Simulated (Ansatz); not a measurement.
Run report: C, single-point calculation (part 3 of 3)

The same run, continued: C (slab, 20 atoms in the cell); DFT, PBEsol, plane waves, PAW, no spin polarisation (Ansatz 0.2.0); cutoff 420 eV, 14×3×1 k-mesh, Gaussian smearing of 0.1 eV. The structure derives from an entry of the Crystallography Open Database.

Geometry of the input (Å; fractional positions):
```
2.4589  0.0000  0.0000
-1.2295  11.1573  0.0000
0.0000  0.0000  24.6876
C  0.9233  0.8465  0.3038
C  0.5868  0.1737  0.3232
C  0.4253  0.8506  0.3325
C  0.0889  0.1777  0.3519
C  0.4293  0.8587  0.3899
C  0.0929  0.1858  0.4093
C  0.9314  0.8628  0.4186
C  0.5949  0.1899  0.4380
C  0.9354  0.8708  0.4760
C  0.5990  0.1980  0.4953
C  0.4375  0.8749  0.5047
C  0.1010  0.2020  0.5240
C  0.4415  0.8830  0.5620
C  0.1050  0.2101  0.5814
C  0.9435  0.8870  0.5907
C  0.6071  0.2142  0.6101
C  0.9476  0.8951  0.6481
C  0.6111  0.2222  0.6675
C  0.4496  0.8992  0.6768
C  0.1132  0.2263  0.6962
```

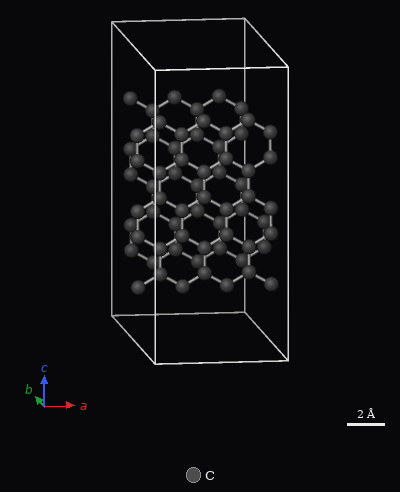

Fig. 1: The structure (ball-and-stick view of the 3 repeat of the cell, with the vacuum cut short, seen slightly off an axis). An atom can appear more than once, as a periodic image.

Log, continued
```
--- Per-component energies (eV) ---
  E_band       = -888.331499
  E_kinetic    = 1789.721328
  E_local      = -37563.432680  (includes V_loc(G=0)·N_el)
  E_nonlocal   = 550.741977
  E_hartree    = 17819.301065
  E_xc         = -941.707268
  E_vxc        = -1169.263792  (∫ρ·V_xc dr)
  E_paw        = -1906.276158  (= ΣΔE_a)
  E_vpaw       = -134.691398  (= ΣTr[D̂ρ^β])
  E_aug_tail   = 0.000155  (compensation charges beyond the density's cutoff)
  E_efield     = 0.000000  (sawtooth field / dipole correction)
  E_vefield    = 0.000000  (∫n·V_field dr)
  E_ewald      = 15331.566476
  E_core_change = 0.422010  (= ΣΔE_core)
  E_smearing   = -0.085351  (= −TS)
  E_closure    = -0.000000  (closes the sum)
  Σ components = -4919.748447   (vs F -4919.748447, Δ=0.00e0)
--- Forces (eV/Å), atoms counted from 1 ---
  atom   1  C      0.00001496     0.18193590     1.98686119
  atom   2  C      0.00001980     0.06683387     1.94759398
  atom   3  C     -0.00001328    -0.14820416    -2.90491269
  atom   4  C     -0.00001566    -0.20176815    -2.91992150
  atom   5  C      0.00000722     0.03026573     1.03377820
  atom   6  C      0.00000691     0.08656572     1.06330814
  atom   7  C     -0.00001211    -0.01346112    -0.28914443
  atom   8  C     -0.00001225    -0.01811771    -0.30388028
  atom   9  C      0.00000850     0.01875417     0.23383687
  atom  10  C      0.00000831     0.01148834     0.23602326
  atom  11  C     -0.00000833    -0.01148904    -0.23602525
  atom  12  C     -0.00000852    -0.01875439    -0.23383366
  atom  13  C      0.00001223     0.01811700     0.30388156
  atom  14  C      0.00001209     0.01346030     0.28914299
  atom  15  C     -0.00000693    -0.08656620    -1.06330515
  atom  16  C     -0.00000722    -0.03026676    -1.03378328
  atom  17  C      0.00001562     0.20176749     2.91990320
  atom  18  C      0.00001326     0.14820629     2.90493473
  atom  19  C     -0.00001979    -0.06683378    -1.94757720
  atom  20  C     -0.00001492    -0.18193711    -1.98687891
  max |Σ_I F_I| component: 3.62e-6 eV/Å
--- Stress (GPa, compression-positive) ---
       -0.016759      -0.000106      -0.000010
       -0.000106      -0.095274      -0.026348
       -0.000010      -0.026347       0.118917
  P = ⅓ Tr σ = 0.0023 GPa (0.023 kbar)
--- Band table (eV; the first three rows and the last of 22) ---
  k-point 0: bands = ["-21.9169", "-21.8351", "-21.2012", "-21.1268", "-20.0798", "-20.0155", "-18.6073", "-18.5541", "-17.0912", "-17.0500", "-14.3411", "-14.3171", "-11.9655", "-11.9486", "-10.3089", "-9.6642", "-9.4629", "-9.3950", "-9.3863", "-8.8702", "-8.7750", "-8.7623", "-8.2194", "-8.0980", "-8.0865", "-7.6887", "-7.1357", "-7.1261", "-6.9374", "-6.9308", "-6.7341", "-6.2922", "-6.1794", "-6.1722", "-5.6661", "-5.6612", "-5.4850", "-5.1701", "-2.8145", "-2.6967", "-2.6798", "-2.5637", "-0.0730", "0.1909", "1.0077", "1.8477", "1.9682", "2.2428", "2.8062", "3.0723", "3.3765", "3.4664", "3.5091", "3.8371", "3.8463", "4.2216", "4.2499", "4.4150", "4.4342", "4.4929"]
  k-point 1: bands = ["-21.9169", "-21.8351", "-21.2012", "-21.1268", "-20.0798", "-20.0155", "-18.6073", "-18.5541", "-17.0912", "-17.0500", "-14.3411", "-14.3171", "-11.9655", "-11.9486", "-10.3082", "-9.6648", "-9.4625", "-9.3950", "-9.3863", "-8.8709", "-8.7748", "-8.7622", "-8.2189", "-8.0978", "-8.0864", "-7.6894", "-7.1356", "-7.1261", "-6.9374", "-6.9309", "-6.7335", "-6.2928", "-6.1794", "-6.1722", "-5.6662", "-5.6611", "-5.4844", "-5.1707", "-2.8134", "-2.6956", "-2.6807", "-2.5648", "-0.0706", "0.1886", "1.2528", "1.9802", "2.0680", "2.0844", "2.2378", "2.9034", "2.9831", "3.4940", "3.6170", "3.7829", "3.8509", "4.1275", "4.2283", "4.5614", "4.6095", "4.6222"]
  k-point 2: bands = ["-21.8261", "-21.7447", "-21.1111", "-21.0372", "-19.9912", "-19.9273", "-18.5216", "-18.4688", "-17.0117", "-16.9709", "-14.2723", "-14.2488", "-11.9203", "-11.9043", "-10.1990", "-9.5569", "-9.4121", "-9.4014", "-9.3505", "-9.1620", "-9.1472", "-8.7645", "-8.4919", "-8.4786", "-8.1128", "-7.5849", "-7.5152", "-7.5047", "-7.0603", "-7.0582", "-6.6281", "-6.5123", "-6.5071", "-6.1879", "-6.0325", "-6.0265", "-5.3749", "-5.0611", "-2.7830", "-2.6989", "-2.6513", "-2.5688", "-0.0906", "0.1495", "1.1326", "1.9417", "1.9720", "2.1815", "2.9252", "3.1479", "3.4932", "3.6188", "3.6397", "3.8748", "3.9413", "4.2585", "4.3609", "4.4695", "4.5631", "4.6160"]
  k-point 21: bands = ["-17.6183", "-17.6168", "-17.5601", "-17.5598", "-17.0317", "-17.0199", "-16.9905", "-16.9778", "-15.6143", "-15.6049", "-15.5782", "-15.5730", "-14.3912", "-14.3906", "-14.3552", "-14.3550", "-13.2624", "-13.2607", "-13.2356", "-13.2349", "-10.6312", "-10.6254", "-10.6188", "-10.6140", "-9.4466", "-9.4445", "-9.4377", "-9.4315", "-5.4066", "-5.4024", "-5.1277", "-4.9899", "-4.9470", "-4.9234", "-4.8894", "-4.7669", "-3.0730", "-3.0726", "-3.0704", "-3.0695", "-1.9338", "-1.9272", "-1.9001", "-1.8994", "-0.5783", "-0.5043", "-0.3619", "-0.2818", "0.0612", "0.1510", "0.2084", "0.3021", "5.6966", "5.7048", "5.7983", "5.8112", "6.9108", "7.2052", "7.4792", "7.5519"]
```

Results in brief

| quantity | value |
| --- | --- |
| outcome | converged |
| electrons treated | 80 |
| free energy | −4919.7484 eV |
| Fermi energy | −2.753 eV |
| gap on the k-point mesh | none (metallic) |
| largest force (length of the vector) | 2.927 eV/Å |
| hardware | 2 threads of AMD EPYC (Zen 5), 32 GiB of memory available, shared host |
| wall time | 36 s (CPU time 71 s) |
| peak memory | 1.2 GiB |

Notes

Settings chosen away from the usual ones: scf.mixing.preconditioner set to kerker. The program warns: the k-point mesh lowers the symmetry that the run can use.
